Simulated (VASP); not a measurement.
The compound is Cd2S (space group P3m1, No. 156), taken as a cell listed in the Materials Project, as set up for an electronic-structure calculation.

```cif
data_structure
_symmetry_space_group_name_H-M 'P3m1'
_symmetry_Int_Tables_number 156
_cell_length_a 3.9627
_cell_length_b 3.9627
_cell_length_c 5.8092
_cell_angle_alpha 90.000
_cell_angle_beta 90.000
_cell_angle_gamma 120.000
_cell_volume 79.00
loop_
_atom_site_label
_atom_site_type_symbol
_atom_site_symmetry_multiplicity
_atom_site_Wyckoff_symbol
_atom_site_fract_x
_atom_site_fract_y
_atom_site_fract_z
_atom_site_occupancy
Cd1 Cd 1 b 0.33333 0.66667 0.93272 1
Cd2 Cd 1 c 0.66667 0.33333 0.57873 1
S1 S 1 b 0.33333 0.66667 0.36570 1
```

Bonds are taken as Cd–S below 2.9 Å; no other contact counts. Simplification: prune 0- and 1-connected atoms, fold 2-connected ones into links.

Derive the underlying net.

The result is a uninodal 3-connected, two-periodic (layers) net: Cd(1c) and S are 3-connected nodes. Cd(1b) drops out. It is the hcb net, known from graphene. The layers lie parallel to (001).

| node | links | point symbol | coordination sequence |
| --- | --- | --- | --- |
| Cd(1c) and S | 3 | 6³ | 3 6 9 12 15 |

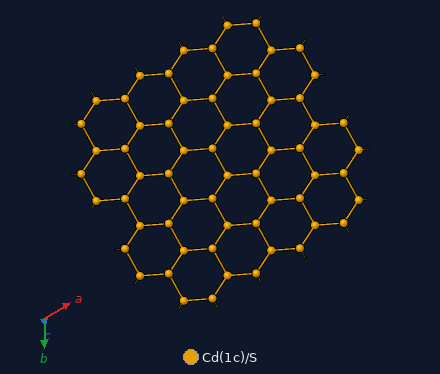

Nodes are coloured by topological kind. One layer is drawn. Short stubs are edges that leave the cut-out.
